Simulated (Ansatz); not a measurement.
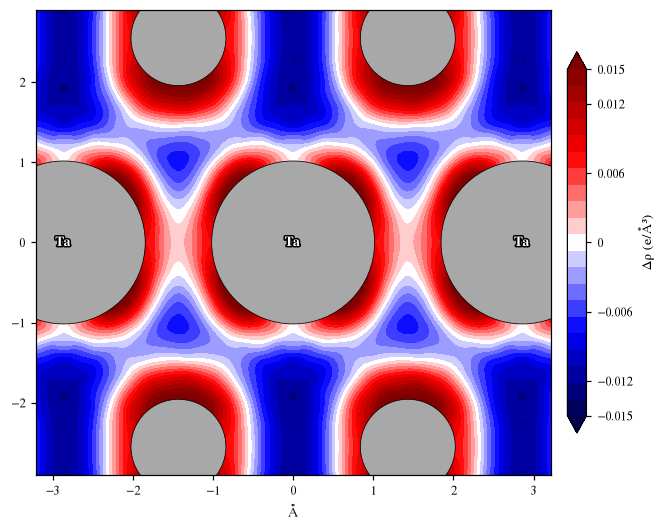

Ta. Difference of the valence pseudo-densities of two functionals at the same geometry, on the (100) plane of the calculation cell: LDA less r2SCAN.

Both computed with Ansatz (plane waves, PAW), on the same k-point mesh. Grey discs cover the atomic cores.

### Where does the change of functional move the electrons?

Against r2SCAN, LDA gives more density around Ta (+0.007 e/Å³ on average at 1.2 Å from the nucleus).
